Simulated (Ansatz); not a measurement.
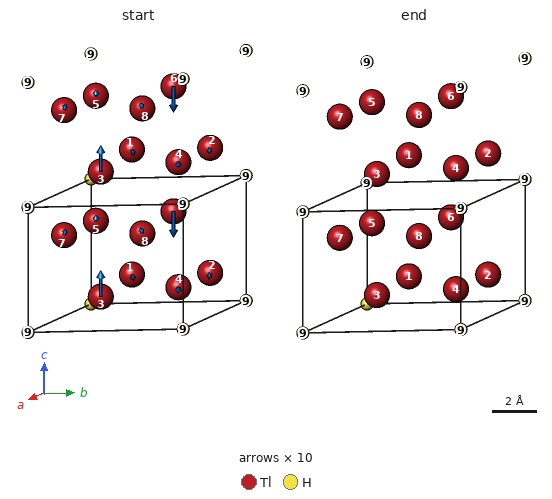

The structure of solid Tl₈H (set up in P-3m1) before (left) and after (right) a relaxation, at one scale. The blue arrows give the displacements (the part carried along by the change of the cell is left out), 10 times their true length.

The picture is a ball-and-stick view of the cell of the calculation, repeated 1 × 1 × 2 with one cell outlined, seen slightly off an axis.

Case: 1 H put on empty site 1 of 4 host cells, relaxed.

These are results of Ansatz, DFT PBE, scalar-relativistic, plane waves, PAW, not measurements.

The input:
```yaml
crystal:
  lattice:
    - [7.1394812624, 0.0, 0.0]
    - [-3.5697406312, 6.1829721431, 0.0]
    - [0.0, 0.0, 5.8384300532]
  atoms:
    - { symbol: Tl, position: [0.1652466522, 0.3304933044, 0.2639267315] }
    - { symbol: Tl, position: [0.1652466522, 0.8347533478, 0.2639267315] }
    - { symbol: Tl, position: [0.6666666667, 0.3333333333, 0.2014460631] }
    - { symbol: Tl, position: [0.6695066956, 0.8347533478, 0.2639267315] }
    - { symbol: Tl, position: [0.3304933044, 0.1652466522, 0.7360732685] }
    - { symbol: Tl, position: [0.3333333333, 0.6666666667, 0.7985539369] }
    - { symbol: Tl, position: [0.8347533478, 0.1652466522, 0.7360732685] }
    - { symbol: Tl, position: [0.8347533478, 0.6695066956, 0.7360732685] }
    - { symbol: H, position: [0.0, 0.0, 0.0] }
basis:
  ecutwfc: 420
kpoints:
  mp_grid: { grid: [6, 6, 6] }
hamiltonian:
  xc: pbe
scf:
  occupations: { method: gaussian, width: 0.1 }
output:
  forces: true
  stress: true
  eigenvalues: true
relax:
  adjacent_minimum: "off"
  f_tol: 0.025
  max_steps: 70
  cell: { stress_tol: 0.12 }
```

Command:
```bash
ansatz run input.yaml --threads 2 --pin off --max-ram 5120MiB --backend cpu --events-out ev --progress --plain --runs-dir out
```

Question: Describe what moved and what it gained.

Answer: The largest moves relative to the cell, 0.12 Å, are those of Tl3 and Tl6. Tl6 goes along −c. H stays in place. The volume changes by +0.5 %, with a = b 7.139 → 7.273 Å (+1.9 %), c 5.838 → 5.655 Å (−3.1 %). The space group stays P-3m1 (No. 164). After 4 accepted moves (6 points after the start) the energy has fallen by 3.6 meV per atom. The largest force component goes from 0.083 to 0.00074 eV/Å. Pressure: 0.20 GPa at the start and 0.02 GPa at the end. The line search rejected the trial step at point 3 of the run. The SCF was repeated once at an unchanged geometry on a basis and grid sized afresh for the cell, which shifted the energy by 0.1 meV per atom at most. Cost: 2.1 min on 2 threads of Arm Neoverse V1 (shared host), peak memory 0.76 GiB.
